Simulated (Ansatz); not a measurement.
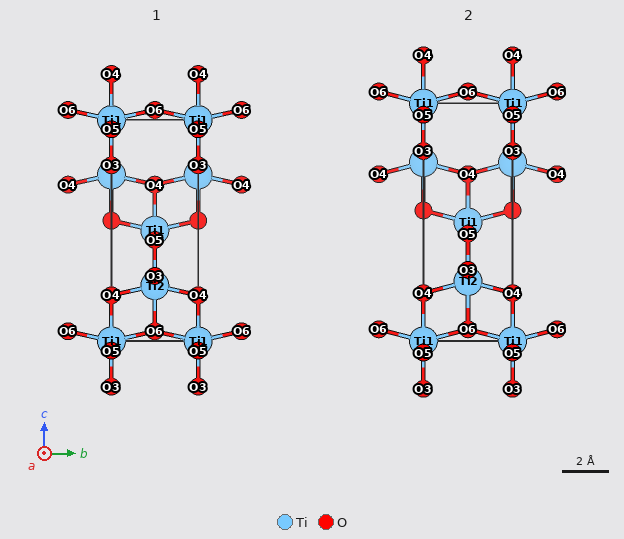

Two geometries of crystalline TiO₂ (a generated structure, set up in I4_1/amd) (coarse preliminary run), drawn at one scale. One is the start of a relaxation, the other its converged end. Style: ball-and-stick. Shown: the conventional cell (2 times the calculation's cell), along the a axis. Lengths and directions refer to the drawn axes.

All numbers below come from DFT PBE, scalar-relativistic, plane waves, PAW (Ansatz 0.2.0). Set-up: plane-wave cutoff 420 eV; k-point mesh 8 × 8 × 8; occupations gaussian; smearing width 0.1 eV; no spin polarisation; cell and atoms relaxed; force threshold 0.05 eV/Å; at most 60 steps.

**Which one is relaxed?**

Structure 1 is the relaxed one. Case: Zr → Ti on all its sites, cell and atoms relaxed. Over 4 accepted moves (6 points after the start) the energy falls by 97.9 meV per atom. Largest force component: 0.22 eV/Å at the start, 0.027 eV/Å at the end. Pressure: −18.40 GPa at the start and −0.03 GPa at the end. The SCF was repeated twice at an unchanged geometry on a basis and grid sized afresh for the cell, which shifted the energy by 3.1 meV per atom at most. The largest moves relative to the cell, 0.050 Å, are those of O3, O4, O5 and O6. O6 goes along −c. Ti stays in place. Cell: a = b 3.904 → 3.800 Å (−2.7 %), c 10.421 → 9.698 Å (−6.9 %). Volume −11.8 %. Among the contacts that change: Ti1–Ti2 3.255 → 3.080 Å, Ti1–O3 2.097 → 2.001 Å, Ti1–O5 2.017 → 1.947 Å. Bond angles that change, for instance: O5–Ti1–O5 150.8° → 154.9°, Ti1–O5–Ti1 150.8° → 154.9°, O3–Ti1–O5 75.4° → 77.4°. The space group stays I4_1/amd (No. 141). Cost: 56 s on 1 thread of Intel(R) Xeon(R) Platinum 8259CL CPU @ 2.50GHz (Skylake/Cascade Lake), with other jobs on the host, peak memory 0.47 GiB.
